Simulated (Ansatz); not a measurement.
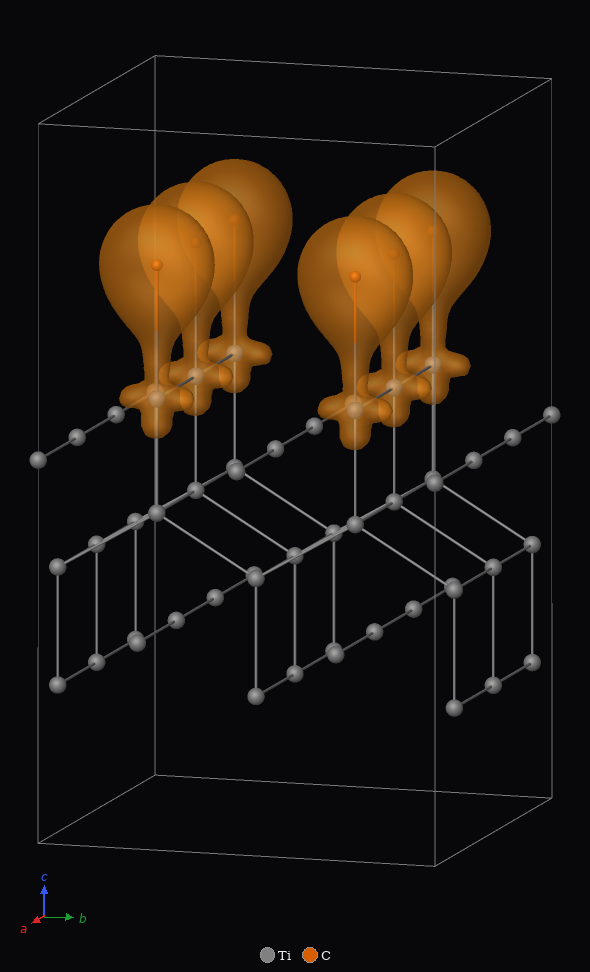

Ti$_{6}$C (slab). Isosurfaces of the magnetisation density (up minus down) at +0.04 (orange) and −0.04 e/Å³ (purple), seen slightly off an axis. Sticks mark near contacts.

A point of a scan over the structure, not its minimum; not relaxed (largest force 1.6 eV/Å); the SCF solution may not be the lowest one; PAW files of the earlier set (soft_1); spin-polarised.

Level of theory: DFT LDA, scalar-relativistic, plane waves, PAW in Ansatz 0.2.0.

In a PAW calculation such maps are meaningful between the atoms, not at the nuclei.

Where is the spin, and how is it ordered?

The spin density sits on C: +1.2 μB in one cell of 7 atoms, with smaller moments on other sites: Ti (up to +0.09 μB): a single local moment. The cell of the calculation (7 atoms) carries 1.6 μB of net spin moment. Only one sign reaches the isovalue.
